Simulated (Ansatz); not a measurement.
The calculation's input:

```
crystal:
  lattice:
    - [5.0692522205, 0.0615707906, 0.0615707906]
    - [0.0615707906, 5.0692522205, 0.0615707906]
    - [0.0615707906, 0.0615707906, 5.0692522205]
  atoms:
    - { symbol: Hf, position: [-0.0042228, -0.0042228, -0.0042228] }
    - { symbol: Hf, position: [0.995783, 0.495779, 0.495784] }
    - { symbol: Hf, position: [0.495784, 0.995783, 0.495779] }
    - { symbol: Hf, position: [0.495779, 0.495784, 0.995783] }
    - { symbol: O, position: [0.27275, 0.27275, 0.27275] }
    - { symbol: O, position: [0.225431, 0.225432, 0.766138] }
    - { symbol: O, position: [0.225432, 0.766138, 0.225431] }
    - { symbol: O, position: [0.27274, 0.718828, 0.718827] }
    - { symbol: O, position: [0.766138, 0.225431, 0.225432] }
    - { symbol: O, position: [0.718827, 0.27274, 0.718828] }
    - { symbol: O, position: [0.718828, 0.718827, 0.27274] }
    - { symbol: O, position: [0.766134, 0.766134, 0.766134] }
scf:
  occupations: { method: fixed }
output:
  forces: true
  stress: true
  eigenvalues: true
  polarization: {}
  write_density: true
  write_potential: true
  elf: true
  volumetric_format: npy
hamiltonian:
  xc: pbesol
basis:
  ecutwfc: 560
kpoints:
  mp_grid: { grid: [4, 4, 4] }
relax:
  f_tol: 0.004
  max_steps: 80
```

Run with:

```sh
ansatz run input.yaml --threads 4 --pin off --max-ram 8192MiB --backend cpu --events-out ev --progress --plain --runs-dir out
```

Below, planes, directions and counts refer to the conventional cell (a = 7.08 Å, b = 7.08 Å, c = 8.99 Å, α = 90.00°, β = 90.00°, γ = 120.00°).

The fields are those of the relaxed geometry.

Space group R3m; a generated structure, not necessarily the stable one.

Computed with Ansatz, DFT PBEsol, scalar-relativistic, plane waves, PAW.

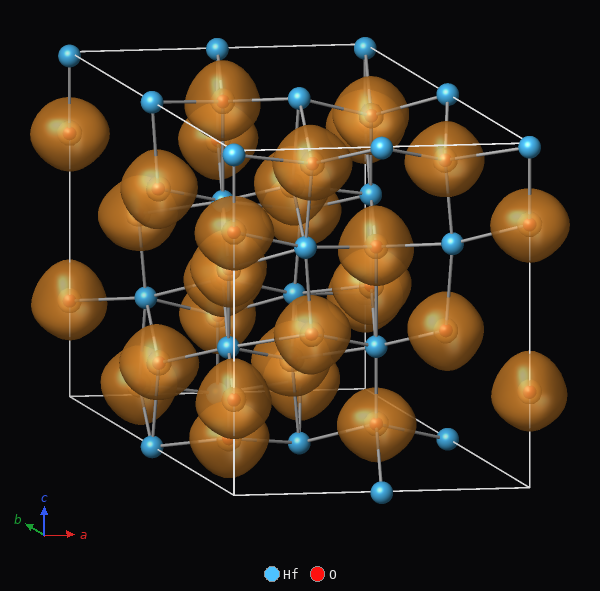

HfO₂. Isosurface of the ELF at 0.6 (orange), seen at an oblique angle. Only the valence region is drawn (cores and ρ < 0.01 e/Å³ removed). Sticks mark near contacts.

Core electrons are frozen (PAW), and the valence fields are smoothed inside the atomic spheres.

### What do the ELF domains correspond to?

At this value the surface marks out 24 regions wrapped around O (the valence shell of each), counted in one cell of 36 atoms. Any copies at cell faces, edges or corners count once.

Values along the shortest contacts:
Hf–O (2.02 Å): the ELF peaks at about 0.85 in the valence shell of O, 0.6 Å from its nucleus, and drops to about 0.20 between the two atoms (no shared electron pair shows on this line). Hf–O (2.09 Å): the ELF peaks at about 0.85 in the valence shell of O, 0.6 Å from its nucleus, and drops to about 0.20 between the two atoms; no localised pair shows between them.
